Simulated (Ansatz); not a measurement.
Geometry relaxation of Al$_{5}$Ga$_{2}$N$_{8}$ (part 2 of 2)

Continued. System: Al$_{5}$Ga$_{2}$N$_{8}$ (defect cell, 15 atoms in the cell). Method: DFT PBEsol, scalar-relativistic, plane waves, PAW, no spin polarisation (Ansatz 0.2.0); cutoff 420 eV, 4×4×4 k-mesh, Gaussian smearing of 0.05 eV. The structure derives from a Materials Project entry. It belongs to a series of runs on one base structure; here: Al vacancy after atom 2 has jumped, atoms relaxed.

Geometry of the input (Å; fractional positions):
```
-4.4070  4.4070  0.0000
0.0000  4.4070  -4.4070
-4.4070  0.0000  -4.4070
Al 0.5000  -0.0000  0.0000
Al 0.0000  0.5000  0.5000
Al 0.0000  -0.0000  0.5000
Al 0.5000  -0.0000  0.5000
Al 0.0000  0.5000  -0.0000
Ga 0.5000  0.5000  0.5000
Ga 0.0000  0.0000  0.0000
N  0.6276  0.1171  0.6276
N  0.1276  0.6171  0.1276
N  0.6276  0.6276  0.6276
N  0.1276  0.1276  0.1276
N  0.1171  0.6276  0.6276
N  0.6171  0.1276  0.1276
N  0.6276  0.6276  0.1171
N  0.1276  0.1276  0.6171
```

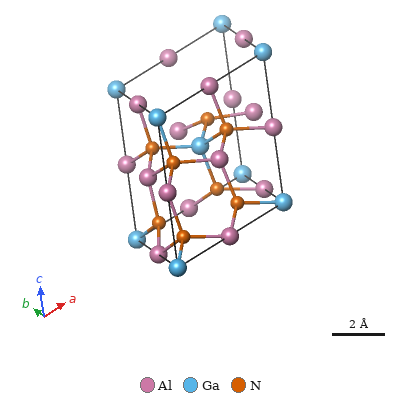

*The geometry at step 3 of the log (ball-and-stick view of the cell of the calculation, seen slightly off an axis).*

## The program's output, continued
```
SCF iter   1: F=—  HF=-13147.331740 eV  |F-HF|=—  |Δ(HF+E_count)|=         —  Δρ=1.08e-3  dr2=6.49e-4  ethr=8.09e-6  ⟨swp⟩=2.0  Hψ=1571  notcnv=0  defer=106
preconditioner: auto → Resta (q_TF=auto, 2.408 Å⁻¹)  ε∞=4.2  [insulator: Δε(μ)=0.049 eV  Ē_g=14.201 eV  σ=0.050 eV  W_gap=0.50  n_scr=50 (ndim 8)  ℏωp=25.5 eV  f_vac=0.001  D(μ)=6.53/eV (n_scr^D=58)  ε∞_Penn≈4.2]
SCF iter   2: F=—  HF=-13147.331580 eV  |F-HF|=—  |Δ(HF+E_count)|=   1.60e-4  Δρ=5.32e-4  dr2=1.65e-4  ethr=8.02e-7  ⟨swp⟩=1.0  Hψ=845  notcnv=0  defer=106
SCF iter   3: F=—  HF=-13147.331554 eV  |F-HF|=—  |Δ(HF+E_count)|=   2.60e-5  Δρ=4.50e-5  dr2=2.87e-6  ethr=2.04e-7  ⟨swp⟩=3.0  Hψ=1334  notcnv=0  defer=106
SCF iter   4: F=—  HF=-13147.331635 eV  |F-HF|=—  |Δ(HF+E_count)|=   8.08e-5  Δρ=8.67e-6  dr2=1.15e-7  ethr=3.54e-9  ⟨swp⟩=2.5  Hψ=1115  notcnv=0  defer=106
iter 5 did not close the SCF: its close was put off for the readings that it lacked (scf_convergence_deferred on its scf_iter line)
SCF iter   5: F=-13147.331635 eV  HF=-13147.331635 eV  |F-HF|=5.39e-8  |Δ(HF+E_count)|=   7.80e-9  Δρ=4.38e-6  dr2=2.46e-8  ethr=1.42e-10  ⟨swp⟩=2.0  Hψ=1144  notcnv=0  defer=106
SCF iter   6: F=-13147.331635 eV  HF=-13147.331635 eV  |F-HF|=1.27e-9  |Δ(HF+E_count)|=   1.78e-8  Δρ=1.54e-6  dr2=5.72e-9  ethr=3.03e-11  ⟨swp⟩=9.2  Hψ=3164  notcnv=0
SCF 5 converged in 6 iterations: F = -13147.331635 eV  dr2 = 5.72e-9
relax step   5: F+E_penalty+E_count = -13147.33163466 eV  Δ(F+E_penalty+E_count) = -4.417e-4 eV  max|allowed force component| = 8.613e-3 eV/Å  Δτ_max = 0.0062 Å  (6 SCF iters, accepted)
SCF converged after 6 iterations
Free energy (F): -13147.331635 eV
Harris-Foulkes:  -13147.331635 eV  (|F-HF|=1.27e-9)
Internal energy: -13147.323454 eV  (E = F + TS)
E sigma→0 (E₀):  -13147.327544 eV
Entropy (-TS):   -0.008181 eV (-0.545 meV/atom)
Fermi energy:    6.900870 eV
--- Per-component energies (eV) ---
  E_band       = -61.320238
  E_kinetic    = 1405.938362
  E_local      = -6414.539017  (includes V_loc(G=0)·N_el)
  E_nonlocal   = 1278.519678
  E_hartree    = 2774.718420
  E_xc         = -812.772280
  E_vxc        = -873.415965  (∫ρ·V_xc dr)
  E_paw        = -7161.448190  (= ΣΔE_a)
  E_vpaw       = -1007.257679  (= ΣTr[D̂ρ^β])
  E_aug_tail   = 0.000587  (compensation charges beyond the density's cutoff)
  E_ewald      = -4219.787455
  E_core_change = 2.046441  (= ΣΔE_core)
  E_smearing   = -0.008181  (= −TS)
  E_closure    = -0.000000  (closes the sum)
  Σ components = -13147.331635   (vs F -13147.331635, Δ=0.00e0)
--- Forces (eV/Å), atoms counted from 1 ---
  atom   1  Al     0.00861264     0.00000000     0.00000000
  atom   2  Al    -0.00861264    -0.00000000     0.00000000
  atom   3  Al    -0.00000000    -0.00000000     0.00000000
  atom   4  Al    -0.00000000    -0.00000000    -0.00861264
  atom   5  Al    -0.00000000    -0.00000000     0.00861264
  atom   6  Ga    -0.00000000     0.00039743     0.00000000
  atom   7  Ga    -0.00000000    -0.00039743     0.00000000
  atom   8  N     -0.00140813     0.00200556     0.00140813
  atom   9  N      0.00082099    -0.00343272    -0.00082099
  atom  10  N      0.00082099     0.00343272     0.00082099
  atom  11  N     -0.00140813    -0.00200556    -0.00140813
  atom  12  N      0.00140813     0.00200556    -0.00140813
  atom  13  N     -0.00082099    -0.00343272     0.00082099
  atom  14  N     -0.00082099     0.00343272    -0.00082099
  atom  15  N      0.00140813    -0.00200556     0.00140813
  max |Σ_I F_I| component: 9.37e-17 eV/Å
--- Stress (GPa, compression-positive) ---
        2.323198       0.000000       0.000000
       -0.000000       1.977195      -0.000000
        0.000000      -0.000000       2.323198
  P = ⅓ Tr σ = 2.2079 GPa (22.079 kbar)
--- Band table (eV; the first three rows and the last of 13) ---
  k-point 0: bands = ["-8.7693", "-7.5171", "-7.5171", "-7.4064", "-7.1757", "-7.1757", "-7.1648", "-6.7591", "-6.3516", "-6.3378", "-6.3177", "-6.2797", "-5.6703", "-5.5706", "-5.5706", "-5.2576", "-5.1569", "-5.1569", "-0.0531", "0.4772", "0.6136", "0.6136", "0.7801", "1.5259", "3.4373", "4.3172", "4.3172", "4.3907", "4.4829", "4.5181", "4.5181", "5.3814", "5.6769", "5.7610", "5.8360", "5.8360", "5.8804", "5.9914", "5.9914", "7.1614", "7.1614", "7.2336", "10.1672", "10.3788", "10.3788", "10.6177", "12.3308", "13.4103", "13.7310", "13.7310", "14.3453", "15.6135", "16.0326", "16.0824", "16.3509", "16.3509"]
  k-point 1: bands = ["-8.5780", "-7.6255", "-7.4726", "-7.4004", "-7.2173", "-7.1970", "-7.1913", "-6.8186", "-6.3466", "-6.3319", "-6.3225", "-6.2876", "-5.7646", "-5.6171", "-5.5773", "-5.3635", "-5.2037", "-5.1748", "0.3184", "0.8084", "0.9211", "1.0336", "1.2907", "1.7671", "3.5270", "3.7840", "3.9018", "4.0378", "4.5136", "4.5693", "4.6451", "4.9488", "4.9653", "5.0843", "5.4804", "5.6132", "5.6454", "5.9450", "5.9459", "6.6220", "7.1294", "7.2185", "10.9492", "11.1148", "11.1173", "11.3544", "12.7455", "13.7765", "14.0601", "14.1207", "14.7385", "15.0685", "15.3722", "15.4854", "16.1585", "16.4517"]
  k-point 2: bands = ["-8.1926", "-7.9556", "-7.4002", "-7.3761", "-7.2870", "-7.2368", "-7.2142", "-6.8913", "-6.3349", "-6.3340", "-6.3172", "-6.3097", "-5.7575", "-5.6781", "-5.5829", "-5.4921", "-5.2506", "-5.1909", "0.8714", "1.1155", "1.3434", "1.5247", "1.7554", "2.6996", "2.9009", "3.3171", "3.7009", "3.7650", "3.8959", "3.9886", "4.2967", "4.8359", "4.8769", "4.9614", "5.1268", "5.3662", "5.3811", "5.9225", "5.9668", "6.0562", "7.0908", "7.1877", "11.9501", "12.1181", "12.3686", "12.4403", "12.5513", "13.0177", "13.0987", "13.8052", "15.0723", "15.3124", "15.9317", "16.3000", "16.3843", "16.9587"]
  k-point 12: bands = ["-8.0381", "-7.7724", "-7.4868", "-7.4868", "-7.2679", "-7.2094", "-7.2094", "-6.9810", "-6.3456", "-6.3251", "-6.3187", "-6.2611", "-6.1876", "-5.7476", "-5.7476", "-5.4914", "-5.0720", "-5.0720", "1.6074", "1.6106", "2.1027", "2.1027", "2.1452", "2.2614", "2.9473", "3.3238", "3.3694", "3.3694", "3.3905", "3.4274", "4.0861", "4.0861", "4.4710", "5.1837", "5.1837", "5.3916", "5.3916", "5.4782", "5.6099", "6.0443", "6.9466", "6.9466", "12.2842", "12.5107", "13.0292", "13.0292", "13.8968", "14.1017", "14.1017", "14.7167", "14.9040", "15.2367", "15.4128", "15.4128", "15.9502", "16.3941"]
--- Relaxed structure (5 steps of the walk, 5 accepted, 0 SCFs on fresh bases) ---
  F+E_penalty+E_count = -13147.33163466 eV   max|allowed force component| = 8.613e-3 eV/Å
  atoms:
    - { symbol: Al, position: [0.49315053437194145, 0.006849465628058584, -0.006849465628058569] }
    - { symbol: Al, position: [0.006849465628058549, 0.49315053437194145, 0.5068494656280585] }
    - { symbol: Al, position: [0.0, 0.0, 0.5] }
    - { symbol: Al, position: [0.49315053437194145, 0.006849465628058549, 0.5068494656280585] }
    - { symbol: Al, position: [0.006849465628058576, 0.49315053437194145, -0.006849465628058576] }
    - { symbol: Ga, position: [0.5029373365252963, 0.5029373365252962, 0.49706266347470385] }
    - { symbol: Ga, position: [-0.0029373365252961417, -0.0029373365252961417, 0.002937336525296145] }
    - { symbol: N, position: [0.6275990864171136, 0.12304806510465444, 0.6246764242391161] }
    - { symbol: N, position: [0.09171057518601095, 0.6215405805857654, 0.14337442211411183] }
    - { symbol: N, position: [0.6433744221141118, 0.6433744221141118, 0.5917105751860108] }
    - { symbol: N, position: [0.1246764242391161, 0.12467642423911612, 0.1275990864171136] }
    - { symbol: N, position: [0.12304806510465449, 0.6275990864171135, 0.6246764242391161] }
    - { symbol: N, position: [0.6215405805857653, 0.09171057518601095, 0.14337442211411183] }
    - { symbol: N, position: [0.6433744221141118, 0.6433744221141118, 0.12154058058576556] }
    - { symbol: N, position: [0.12467642423911612, 0.12467642423911612, 0.6230480651046542] }
```

## Trajectory as extended XYZ (Å, eV, eV/Å), 5 frames, from step=1 to step=5
```
15
Lattice="-4.4070 4.4070 0.0000 0.0000 4.4070 -4.4070 -4.4070 0.0000 -4.4070" Properties=species:S:1:pos:R:3:forces:R:3 step=1 energy=-13146.67043
Al   -2.2035    2.2035    0.0000    0.8818   0.0000   0.0000
Al   -2.2035    2.2035   -4.4070   -0.8818   0.0000   0.0000
Al   -2.2035    0.0000   -2.2035    0.0000   0.0000   0.0000
Al   -4.4070    2.2035   -2.2035    0.0000   0.0000  -0.8818
Al    0.0000    2.2035   -2.2035    0.0000   0.0000   0.8818
Ga   -4.4070    4.4070   -4.4070    0.0000  -0.5777   0.0000
Ga    0.0000    0.0000    0.0000    0.0000   0.5777   0.0000
N    -5.5321    3.2819   -3.2819    0.0131   0.0603  -0.0131
N    -1.1251    3.2819   -3.2819    0.8578  -0.8514  -0.8578
N    -5.5321    5.5321   -5.5321    0.8578   0.8514   0.8578
N    -1.1251    1.1251   -1.1251    0.0131  -0.0603   0.0131
N    -3.2819    3.2819   -5.5321   -0.0131   0.0603   0.0131
N    -3.2819    3.2819   -1.1251   -0.8578  -0.8514   0.8578
N    -3.2819    5.5321   -3.2819   -0.8578   0.8514  -0.8578
N    -3.2819    1.1251   -3.2819   -0.0131  -0.0603  -0.0131
15
Lattice="-4.4070 4.4070 0.0000 0.0000 4.4070 -4.4070 -4.4070 0.0000 -4.4070" Properties=species:S:1:pos:R:3:forces:R:3 step=2 energy=-13147.20544
Al   -2.1615    2.2035    0.0000   -0.0506   0.0000   0.0000
Al   -2.2455    2.2035   -4.4070    0.0506   0.0000   0.0000
Al   -2.2035    0.0000   -2.2035    0.0000   0.0000   0.0000
Al   -4.4070    2.2035   -2.2455    0.0000   0.0000   0.0506
Al    0.0000    2.2035   -2.1615    0.0000   0.0000  -0.0506
Ga   -4.4070    4.3915   -4.4070    0.0000   0.1893   0.0000
Ga    0.0000    0.0155    0.0000    0.0000  -0.1893   0.0000
N    -5.5315    3.2963   -3.2824    0.0854  -0.1305  -0.0854
N    -1.0683    3.2158   -3.3387    0.3590  -0.4875  -0.3590
N    -5.4753    5.5981   -5.4753    0.3590   0.4875   0.3590
N    -1.1245    1.1107   -1.1245    0.0854   0.1305   0.0854
N    -3.2824    3.2963   -5.5315   -0.0854  -0.1305   0.0854
N    -3.3387    3.2158   -1.0683   -0.3590  -0.4875   0.3590
N    -3.3387    5.5981   -3.3387   -0.3590   0.4875  -0.3590
N    -3.2824    1.1107   -3.2824   -0.0854   0.1305  -0.0854
15
Lattice="-4.4070 4.4070 0.0000 0.0000 4.4070 -4.4070 -4.4070 0.0000 -4.4070" Properties=species:S:1:pos:R:3:forces:R:3 step=3 energy=-13147.32626
Al   -2.1460    2.2035    0.0000   -0.1024   0.0000   0.0000
Al   -2.2610    2.2035   -4.4070    0.1024   0.0000   0.0000
Al   -2.2035    0.0000   -2.2035    0.0000   0.0000   0.0000
Al   -4.4070    2.2035   -2.2610    0.0000   0.0000   0.1024
Al    0.0000    2.2035   -2.1460    0.0000   0.0000  -0.1024
Ga   -4.4070    4.4150   -4.4070    0.0000   0.1356   0.0000
Ga    0.0000   -0.0080    0.0000    0.0000  -0.1356   0.0000
N    -5.5225    3.3032   -3.2915    0.0102  -0.0254  -0.0102
N    -1.0254    3.1474   -3.3816   -0.0831  -0.0070   0.0831
N    -5.4324    5.6666   -5.4324   -0.0831   0.0070  -0.0831
N    -1.1155    1.1038   -1.1155    0.0102   0.0254   0.0102
N    -3.2915    3.3032   -5.5225   -0.0102  -0.0254   0.0102
N    -3.3816    3.1474   -1.0254    0.0831  -0.0070  -0.0831
N    -3.3816    5.6666   -3.3816    0.0831   0.0070   0.0831
N    -3.2915    1.1038   -3.2915   -0.0102   0.0254  -0.0102
15
Lattice="-4.4070 4.4070 0.0000 0.0000 4.4070 -4.4070 -4.4070 0.0000 -4.4070" Properties=species:S:1:pos:R:3:forces:R:3 step=4 energy=-13147.33119
Al   -2.1459    2.2035    0.0000    0.0155   0.0000   0.0000
Al   -2.2611    2.2035   -4.4070   -0.0155   0.0000   0.0000
Al   -2.2035    0.0000   -2.2035    0.0000   0.0000   0.0000
Al   -4.4070    2.2035   -2.2611    0.0000   0.0000  -0.0155
Al    0.0000    2.2035   -2.1459    0.0000   0.0000   0.0155
Ga   -4.4070    4.4267   -4.4070    0.0000   0.0228   0.0000
Ga    0.0000   -0.0197    0.0000    0.0000  -0.0228   0.0000
N    -5.5202    3.3056   -3.2938    0.0009   0.0009  -0.0009
N    -1.0337    3.1464   -3.3733   -0.0103  -0.0066   0.0103
N    -5.4407    5.6676   -5.4407   -0.0103   0.0066  -0.0103
N    -1.1132    1.1014   -1.1132    0.0009  -0.0009   0.0009
N    -3.2938    3.3056   -5.5202   -0.0009   0.0009   0.0009
N    -3.3733    3.1464   -1.0337    0.0103  -0.0066  -0.0103
N    -3.3733    5.6676   -3.3733    0.0103   0.0066   0.0103
N    -3.2938    1.1014   -3.2938   -0.0009  -0.0009  -0.0009
15
Lattice="-4.4070 4.4070 0.0000 0.0000 4.4070 -4.4070 -4.4070 0.0000 -4.4070" Properties=species:S:1:pos:R:3:forces:R:3 step=5 energy=-13147.33164
Al   -2.1431    2.2035    0.0000    0.0086   0.0000   0.0000
Al   -2.2639    2.2035   -4.4070   -0.0086   0.0000   0.0000
Al   -2.2035    0.0000   -2.2035    0.0000   0.0000   0.0000
Al   -4.4070    2.2035   -2.2639    0.0000   0.0000  -0.0086
Al    0.0000    2.2035   -2.1431    0.0000   0.0000   0.0086
Ga   -4.4070    4.4329   -4.4070    0.0000   0.0004   0.0000
Ga    0.0000   -0.0259    0.0000    0.0000  -0.0004   0.0000
N    -5.5188    3.3081   -3.2952   -0.0014   0.0020   0.0014
N    -1.0360    3.1433   -3.3710    0.0008  -0.0034  -0.0008
N    -5.4430    5.6707   -5.4430    0.0008   0.0034   0.0008
N    -1.1118    1.0989   -1.1118   -0.0014  -0.0020  -0.0014
N    -3.2952    3.3081   -5.5188    0.0014   0.0020  -0.0014
N    -3.3710    3.1433   -1.0360   -0.0008  -0.0034   0.0008
N    -3.3710    5.6707   -3.3710   -0.0008   0.0034  -0.0008
N    -3.2952    1.0989   -3.2952    0.0014  -0.0020   0.0014
```

## Key numbers

```json
{"quantity": "outcome", "value": "converged"}
{"quantity": "electrons treated", "value": "81"}
{"quantity": "free energy", "value": "−13147.3316 eV"}
{"quantity": "Fermi energy", "value": "6.901 eV"}
{"quantity": "gap on the k-point mesh", "value": "none (metallic)"}
{"quantity": "pressure", "value": "2.21 GPa"}
{"quantity": "final volume", "value": "171.18 Å³"}
{"quantity": "largest force (length of the vector) at the end", "value": "0.009 eV/Å"}
{"quantity": "hardware", "value": "4 threads of Arm Neoverse V1, 24 GiB of memory available, shared host"}
{"quantity": "wall time", "value": "18 s (CPU time 69 s)"}
{"quantity": "peak memory", "value": "0.58 GiB"}
```

## Notes

Warnings of the run: the SCF threshold is looser than advised for the printed stress. The cell holds an odd number of electrons but the run has no spin polarisation, so it comes out as a metal.
